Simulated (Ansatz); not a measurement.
## Al₁₆As₁₆H (charge +1): geometry relaxation (part 2 of 3)

Al₁₆As₁₆H (defect cell, 33 atoms in the cell, total charge +1); DFT PBE, scalar-relativistic, plane waves, PAW, no spin polarisation (Ansatz 0.2.0); cutoff 420 eV, 3×3×3 k-mesh, Gaussian smearing of 0.01 eV. The structure derives from a Materials Project entry. It belongs to a series of runs on one base structure; here: H interstitial, charge +1, atoms relaxed at the host's cell.

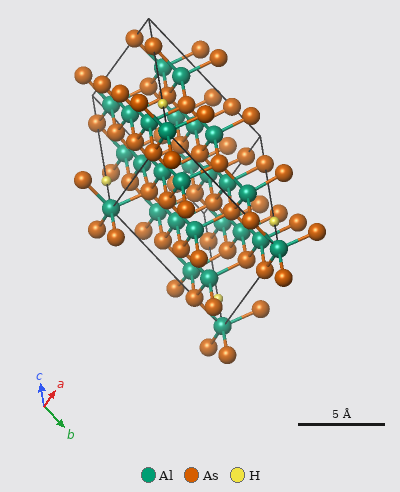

*The geometry at step 2 of the log (ball-and-stick view of the cell of the calculation, seen at an oblique angle; bonded neighbours outside the cell are drawn too).*

**What the program printed, continued**
```
  k-point 0: bands = ["-28.4874", "-28.4874", "-28.4874", "-28.4870", "-28.4870", "-28.4870", "-28.4867", "-28.4867", "-28.4867", "-28.4862", "-28.4862", "-28.4862", "-28.4813", "-28.4811", "-28.4811", "-28.4811", "-28.4810", "-28.4810", "-28.4758", "-28.4757", "-28.4757", "-28.4757", "-28.4756", "-28.4756", "-28.4685", "-28.4685", "-28.4684", "-28.4684", "-28.4684", "-28.4681", "-28.4541", "-28.4541", "-28.4541", "-28.4541", "-28.4541", "-28.4539", "-28.4538", "-28.4538", "-28.4538", "-28.4534",
      "-28.4534", "-28.4534", "-28.4533", "-28.4533", "-28.4533", "-28.4529", "-28.4529", "-28.4529", "-28.4449", "-28.4449", "-28.4447", "-28.4447", "-28.4447", "-28.4446", "-28.4444", "-28.4443", "-28.4443", "-28.4443", "-28.4442", "-28.4442", "-28.4331", "-28.4331", "-28.4331", "-28.4331", "-28.4331", "-28.4331", "-28.4331", "-28.4331", "-28.4299", "-28.4299", "-28.4299", "-28.4299", "-28.4236", "-28.4236", "-28.4236", "-28.4236", "-28.4236", "-28.4236", "-28.4236", "-28.4236",
      "-5.7082", "-4.4884", "-4.4729", "-4.4729", "-4.4661", "-4.4661", "-4.4661", "-4.4536", "-4.4536", "-4.4536", "-4.3660", "-4.3660", "-4.3660", "-3.8782", "-3.8782", "-3.8204", "0.6059", "0.6979", "0.6979", "0.6979", "1.5099", "1.5099", "1.5099", "1.5423", "1.5423", "1.5423", "1.5608", "1.5608", "1.6158", "1.6158", "1.6158", "3.0247", "3.1788", "3.1788", "3.1788", "3.2313", "3.2313", "3.2313", "3.2642", "3.2642",
      "3.2645", "3.2645", "3.2645", "3.8994", "3.8994", "3.8994", "3.9122", "3.9122", "3.9122", "5.0309", "5.0309", "5.0730", "5.0730", "5.0730", "5.1434", "5.1599", "5.1599", "5.1599", "5.1814", "5.1814", "5.1814", "5.2704", "5.9820", "5.9820", "5.9820", "7.5702", "7.5702", "7.7431", "8.3085", "8.3085", "8.3085", "8.6778", "9.2037", "9.2037", "9.2037", "9.3474", "9.3474", "9.3723", "9.3723", "9.3723",
      "9.3821", "9.3821", "9.3821", "10.0756", "10.2494", "10.2494", "10.2494", "11.5453", "11.5453", "11.5453", "11.6825", "11.6825", "11.6825", "11.6845", "11.6845", "11.6845", "11.7411"]
  k-point 1: bands = ["-28.4874", "-28.4874", "-28.4874", "-28.4870", "-28.4870", "-28.4870", "-28.4867", "-28.4867", "-28.4867", "-28.4862", "-28.4862", "-28.4862", "-28.4813", "-28.4811", "-28.4811", "-28.4811", "-28.4810", "-28.4810", "-28.4758", "-28.4757", "-28.4757", "-28.4757", "-28.4756", "-28.4756", "-28.4685", "-28.4685", "-28.4684", "-28.4684", "-28.4684", "-28.4681", "-28.4542", "-28.4542", "-28.4541", "-28.4541", "-28.4540", "-28.4539", "-28.4539", "-28.4538", "-28.4538", "-28.4534",
      "-28.4534", "-28.4534", "-28.4533", "-28.4533", "-28.4533", "-28.4529", "-28.4528", "-28.4528", "-28.4449", "-28.4449", "-28.4447", "-28.4447", "-28.4446", "-28.4445", "-28.4444", "-28.4444", "-28.4443", "-28.4443", "-28.4442", "-28.4441", "-28.4331", "-28.4331", "-28.4331", "-28.4331", "-28.4331", "-28.4331", "-28.4331", "-28.4331", "-28.4299", "-28.4299", "-28.4299", "-28.4299", "-28.4236", "-28.4236", "-28.4236", "-28.4236", "-28.4236", "-28.4236", "-28.4236", "-28.4236",
      "-5.5360", "-5.0618", "-4.7056", "-4.6914", "-4.6431", "-4.6406", "-4.3354", "-4.2997", "-4.1991", "-4.1900", "-4.1478", "-4.1366", "-4.0472", "-4.0147", "-3.9793", "-3.8506", "0.4030", "0.8200", "0.9771", "0.9908", "1.0130", "1.0283", "1.0320", "1.0648", "1.3381", "1.4655", "1.5270", "1.6484", "1.6760", "1.7059", "2.5303", "2.7025", "3.0741", "3.2082", "3.2791", "3.2832", "3.3191", "3.3402", "3.3897", "3.6974",
      "3.7161", "3.8333", "3.8723", "4.0475", "4.1580", "4.2441", "4.2553", "4.2686", "4.3455", "4.3839", "4.4266", "4.4824", "4.5112", "4.6090", "4.6411", "4.6713", "4.6750", "5.1047", "5.1182", "5.1402", "5.1685", "5.5005", "5.6546", "5.7837", "5.9227", "8.0623", "8.1817", "8.4526", "8.7196", "8.9138", "8.9661", "8.9944", "9.2059", "9.2487", "9.2669", "9.2718", "9.3929", "9.3986", "9.4275", "9.4949",
      "9.5552", "9.5944", "9.7015", "10.0730", "10.2607", "10.3355", "10.3735", "10.4213", "10.4301", "10.4423", "10.4752", "10.4916", "10.5732", "10.6078", "10.6212", "10.6835", "10.9302"]
  k-point 2: bands = ["-28.4874", "-28.4874", "-28.4874", "-28.4870", "-28.4870", "-28.4870", "-28.4867", "-28.4867", "-28.4867", "-28.4862", "-28.4862", "-28.4862", "-28.4813", "-28.4811", "-28.4811", "-28.4811", "-28.4810", "-28.4810", "-28.4758", "-28.4757", "-28.4757", "-28.4757", "-28.4756", "-28.4756", "-28.4685", "-28.4685", "-28.4684", "-28.4684", "-28.4684", "-28.4681", "-28.4542", "-28.4541", "-28.4541", "-28.4540", "-28.4540", "-28.4540", "-28.4539", "-28.4538", "-28.4538", "-28.4534",
      "-28.4534", "-28.4534", "-28.4533", "-28.4533", "-28.4533", "-28.4529", "-28.4529", "-28.4528", "-28.4450", "-28.4448", "-28.4448", "-28.4446", "-28.4445", "-28.4445", "-28.4445", "-28.4445", "-28.4444", "-28.4442", "-28.4442", "-28.4441", "-28.4331", "-28.4331", "-28.4331", "-28.4331", "-28.4331", "-28.4331", "-28.4331", "-28.4331", "-28.4299", "-28.4299", "-28.4299", "-28.4299", "-28.4236", "-28.4236", "-28.4236", "-28.4236", "-28.4236", "-28.4236", "-28.4236", "-28.4236",
      "-5.2303", "-5.2040", "-5.2040", "-4.8120", "-4.4117", "-4.4020", "-4.4020", "-4.2896", "-4.2896", "-4.2194", "-4.0198", "-4.0198", "-4.0109", "-3.9710", "-3.9704", "-3.9704", "0.3160", "0.8915", "0.8915", "0.9580", "0.9957", "0.9957", "0.9990", "1.0478", "1.0478", "1.4389", "1.5228", "1.5228", "1.6174", "2.5464", "2.9870", "2.9870", "3.0297", "3.0297", "3.0428", "3.0618", "3.0618", "3.1054", "3.7548", "3.8489",
      "3.8489", "3.8906", "3.9209", "3.9209", "4.1098", "4.1240", "4.1240", "4.1291", "4.1552", "4.1552", "4.4063", "4.4063", "4.4184", "4.7680", "4.7740", "4.7740", "5.2767", "5.2767", "5.3002", "5.3522", "5.3522", "5.3641", "5.4092", "5.4092", "5.7805", "8.2469", "8.5687", "8.5687", "8.6203", "8.8148", "8.8148", "8.8428", "8.8547", "8.8754", "8.8754", "8.9360", "8.9360", "8.9836", "8.9836", "9.0329",
      "9.8240", "10.0719", "10.0719", "10.2553", "10.3065", "10.3065", "10.4442", "10.6834", "10.6834", "10.8096", "10.8096", "10.8140", "11.0148", "11.0148", "11.0393", "11.0393", "11.0572"]
  k-point 3: bands = ["-28.4874", "-28.4874", "-28.4874", "-28.4870", "-28.4870", "-28.4870", "-28.4867", "-28.4867", "-28.4867", "-28.4862", "-28.4862", "-28.4862", "-28.4813", "-28.4811", "-28.4811", "-28.4811", "-28.4810", "-28.4810", "-28.4758", "-28.4757", "-28.4757", "-28.4757", "-28.4756", "-28.4756", "-28.4685", "-28.4685", "-28.4684", "-28.4684", "-28.4684", "-28.4681", "-28.4542", "-28.4541", "-28.4541", "-28.4541", "-28.4540", "-28.4539", "-28.4538", "-28.4538", "-28.4538", "-28.4534",
      "-28.4534", "-28.4534", "-28.4533", "-28.4533", "-28.4533", "-28.4528", "-28.4528", "-28.4528", "-28.4450", "-28.4448", "-28.4447", "-28.4447", "-28.4446", "-28.4445", "-28.4445", "-28.4444", "-28.4443", "-28.4443", "-28.4443", "-28.4441", "-28.4331", "-28.4331", "-28.4331", "-28.4331", "-28.4331", "-28.4331", "-28.4331", "-28.4331", "-28.4299", "-28.4299", "-28.4299", "-28.4299", "-28.4236", "-28.4236", "-28.4236", "-28.4236", "-28.4236", "-28.4236", "-28.4236", "-28.4236",
      "-5.3675", "-4.9496", "-4.9226", "-4.8708", "-4.8708", "-4.4902", "-4.4136", "-4.4087", "-4.4087", "-4.3139", "-3.9407", "-3.9370", "-3.8920", "-3.8920", "-3.8579", "-3.8140", "0.2225", "0.7842", "0.7842", "0.7853", "0.9215", "0.9215", "1.0356", "1.0498", "1.0618", "1.0618", "1.7500", "2.1507", "2.5377", "2.5377", "2.5514", "2.7623", "2.7825", "2.7825", "2.8003", "3.1816", "3.1816", "3.2196", "3.4276", "3.6503",
      "3.7913", "3.8083", "3.8083", "3.9763", "4.2475", "4.2475", "4.3937", "4.3937", "4.4084", "4.4213", "4.6128", "4.6775", "4.6775", "4.6843", "4.8589", "4.9050", "4.9121", "4.9121", "5.1209", "5.1656", "5.1932", "5.1932", "5.2611", "5.2611", "5.9176", "8.1854", "8.4875", "8.4875", "8.5139", "8.5584", "9.0232", "9.0695", "9.0695", "9.0939", "9.1097", "9.2409", "9.2708", "9.5335", "9.7462", "9.9258",
      "9.9329", "9.9329", "9.9770", "9.9770", "10.0435", "10.0512", "10.0660", "10.0660", "10.4138", "10.5582", "10.5582", "10.6339", "10.7746", "10.7746", "10.8715", "10.9330", "11.0392"]
--- Relaxed structure (3 steps of the walk, 3 accepted, 0 SCFs on fresh bases) ---
  F+E_penalty+E_count = -86333.64274596 eV   max|allowed force component| = 3.369e-3 eV/Å
  atoms:
    - { symbol: Al, position: [0.7512392641507585, 0.7512392641507585, 0.5036781466689427] }
    - { symbol: Al, position: [0.502438882518184, 0.0, 0.4987607358492414] }
    - { symbol: Al, position: [0.49756111748181586, 0.7463218533310574, 0.7475611174818159] }
    - { symbol: Al, position: [0.23743289447898736, 0.23743289447898736, 0.4874328944789874] }
    - { symbol: Al, position: [0.24876073584924147, 0.0, 0.7524388825181842] }
    - { symbol: Al, position: [0.25367814666894273, 0.7512392641507585, 0.0012392641507585622] }
    - { symbol: Al, position: [4.336808689942018e-19, 0.502438882518184, 0.4987607358492414] }
    - { symbol: Al, position: [0.0, 0.24876073584924147, 0.7524388825181842] }
    - { symbol: Al, position: [0.0, 0.0, 0.012567105521012614] }
    - { symbol: Al, position: [0.0, 0.7625671055210126, 0.25] }
    - { symbol: Al, position: [0.7463218533310574, 0.49756111748181586, 0.7475611174818159] }
    - { symbol: Al, position: [0.7512392641507585, 0.25367814666894273, 0.0012392641507585622] }
    - { symbol: Al, position: [0.7625671055210126, 0.0, 0.25] }
    - { symbol: Al, position: [0.4975611174818158, 0.4975611174818158, -0.00367814666894272] }
    - { symbol: Al, position: [0.5024388825181842, 0.2487607358492415, 0.25000000000000006] }
    - { symbol: Al, position: [0.2487607358492415, 0.5024388825181842, 0.25000000000000006] }
    - { symbol: As, position: [0.0, 0.0, 0.756346789466795] }
    - { symbol: As, position: [0.7499999999999999, 0.25, 0.7499999999999999] }
    - { symbol: As, position: [0.7455857034794202, 0.0, -0.004414296520579675] }
    - { symbol: As, position: [0.4936532105332051, 0.4936532105332051, 0.743653210533205] }
    - { symbol: As, position: [0.49999999999999994, 0.24999999999999994, 0.0] }
    - { symbol: As, position: [0.506346789466795, 0.0, 0.25] }
    - { symbol: As, position: [0.25, 0.7499999999999999, 0.7499999999999999] }
    - { symbol: As, position: [0.24999999999999994, 0.49999999999999994, 0.0] }
    - { symbol: As, position: [0.2544142965205797, 0.2544142965205797, 0.25] }
    - { symbol: As, position: [0.2544142965205797, 0.0, 0.5044142965205798] }
    - { symbol: As, position: [0.0, 0.7455857034794202, -0.004414296520579675] }
    - { symbol: As, position: [0.0, 0.506346789466795, 0.25] }
    - { symbol: As, position: [0.0, 0.2544142965205797, 0.5044142965205798] }
    - { symbol: As, position: [0.7455857034794202, 0.7455857034794202, 0.25] }
    - { symbol: As, position: [0.7499999999999999, 0.5, 0.5] }
    - { symbol: As, position: [0.5, 0.7499999999999999, 0.5] }
    - { symbol: H, position: [0.0, 0.0, 0.25] }
```

**Trajectory as extended XYZ (Å, eV, eV/Å), 3 frames, from step=1 to step=3**
```
33
Lattice="-5.7279 5.7279 -5.7279 -5.7279 -5.7279 5.7279 5.7279 5.7279 5.7279" Properties=species:S:1:pos:R:3:forces:R:3 step=1 energy=-86333.62200
Al   -5.7232    2.8771    2.8771    0.0078  -0.0148  -0.0148
Al   -0.0132    5.7326   -0.0132    0.0148   0.0078   0.0148
Al   -2.8508    2.8593    5.7147   -0.0148  -0.0078   0.0148
Al    0.0424    2.8216    2.8216    0.1050  -0.1050  -0.1050
Al    2.8771    5.7326    2.8771   -0.0148   0.0078  -0.0148
Al   -5.7411   -2.8508    2.8593    0.0148  -0.0148  -0.0078
Al   -0.0132   -0.0132    5.7326    0.0148   0.0148   0.0078
Al    2.8771    2.8771    5.7326   -0.0148  -0.0148   0.0078
Al    0.0424    0.0424    0.0424    0.1050   0.1050   0.1050
Al   -2.9063   -2.9063    5.7703   -0.1050  -0.1050   0.1050
Al   -2.8508    5.7147    2.8593   -0.0148   0.0148  -0.0078
Al   -5.7411    2.8593   -2.8508    0.0148  -0.0078  -0.0148
Al   -2.9063    5.7703   -2.9063   -0.1050   0.1050  -0.1050
Al   -5.7232   -0.0132   -0.0132    0.0078   0.0148   0.0148
Al   -2.8686    2.8771   -0.0132   -0.0078  -0.0148   0.0148
Al   -2.8686   -0.0132    2.8771   -0.0078   0.0148  -0.0148
As    4.3174    4.3174    4.3174   -0.0057  -0.0057  -0.0057
As   -1.4320    7.1599    1.4320    0.0000   0.0000   0.0000
As   -4.2959    4.2645   -4.2959    0.0000  -0.0660   0.0000
As   -1.4106    4.2745    4.2745   -0.0057   0.0057   0.0057
As   -4.2959    1.4320   -1.4320    0.0000   0.0000   0.0000
As   -1.4534    4.3174   -1.4534    0.0057  -0.0057   0.0057
As   -1.4320    1.4320    7.1599    0.0000   0.0000   0.0000
As   -4.2959   -1.4320    1.4320    0.0000   0.0000   0.0000
As   -1.4634    1.4320    1.4320   -0.0660   0.0000   0.0000
As    1.4320    4.3274    1.4320    0.0000   0.0660   0.0000
As   -4.2959   -4.2959    4.2645    0.0000   0.0000  -0.0660
As   -1.4534   -1.4534    4.3174    0.0057   0.0057  -0.0057
As    1.4320    1.4320    4.3274    0.0000   0.0000   0.0660
As   -7.1284    1.4320    1.4320    0.0660   0.0000   0.0000
As   -4.2959    4.2959    1.4320    0.0000   0.0000   0.0000
As   -4.2959    1.4320    4.2959    0.0000   0.0000   0.0000
H     1.4320    1.4320    1.4320    0.0000   0.0000   0.0000
33
Lattice="-5.7279 5.7279 -5.7279 -5.7279 -5.7279 5.7279 5.7279 5.7279 5.7279" Properties=species:S:1:pos:R:3:forces:R:3 step=2 energy=-86333.64015
Al   -5.7205    2.8821    2.8821   -0.0096   0.0158   0.0158
Al   -0.0182    5.7354   -0.0182   -0.0158  -0.0096  -0.0158
Al   -2.8458    2.8565    5.7098    0.0158   0.0096  -0.0158
Al    0.0635    2.8004    2.8004    0.0423  -0.0423  -0.0423
Al    2.8821    5.7354    2.8821    0.0158  -0.0096   0.0158
Al   -5.7461   -2.8458    2.8565   -0.0158   0.0158   0.0096
Al   -0.0182   -0.0182    5.7354   -0.0158  -0.0158  -0.0096
Al    2.8821    2.8821    5.7354    0.0158   0.0158  -0.0096
Al    0.0635    0.0635    0.0635    0.0423   0.0423   0.0423
Al   -2.9275   -2.9275    5.7915   -0.0423  -0.0423   0.0423
Al   -2.8458    5.7098    2.8565    0.0158  -0.0158   0.0096
Al   -5.7461    2.8565   -2.8458   -0.0158   0.0096   0.0158
Al   -2.9275    5.7915   -2.9275   -0.0423   0.0423  -0.0423
Al   -5.7205   -0.0182   -0.0182   -0.0096  -0.0158  -0.0158
Al   -2.8714    2.8821   -0.0182    0.0096   0.0158  -0.0158
Al   -2.8714   -0.0182    2.8821    0.0096  -0.0158   0.0158
As    4.3314    4.3314    4.3314   -0.0357  -0.0357  -0.0357
As   -1.4320    7.1599    1.4320    0.0000   0.0000   0.0000
As   -4.2959    4.2488   -4.2959    0.0000   0.0057   0.0000
As   -1.3966    4.2605    4.2605   -0.0357   0.0357   0.0357
As   -4.2959    1.4320   -1.4320    0.0000   0.0000   0.0000
As   -1.4674    4.3314   -1.4674    0.0357  -0.0357   0.0357
As   -1.4320    1.4320    7.1599    0.0000   0.0000   0.0000
As   -4.2959   -1.4320    1.4320    0.0000   0.0000   0.0000
As   -1.4791    1.4320    1.4320    0.0057   0.0000   0.0000
As    1.4320    4.3431    1.4320    0.0000  -0.0057   0.0000
As   -4.2959   -4.2959    4.2488    0.0000   0.0000   0.0057
As   -1.4674   -1.4674    4.3314    0.0357   0.0357  -0.0357
As    1.4320    1.4320    4.3431    0.0000   0.0000  -0.0057
As   -7.1127    1.4320    1.4320   -0.0057   0.0000   0.0000
As   -4.2959    4.2959    1.4320    0.0000   0.0000   0.0000
As   -4.2959    1.4320    4.2959    0.0000   0.0000   0.0000
H     1.4320    1.4320    1.4320    0.0000   0.0000   0.0000
```
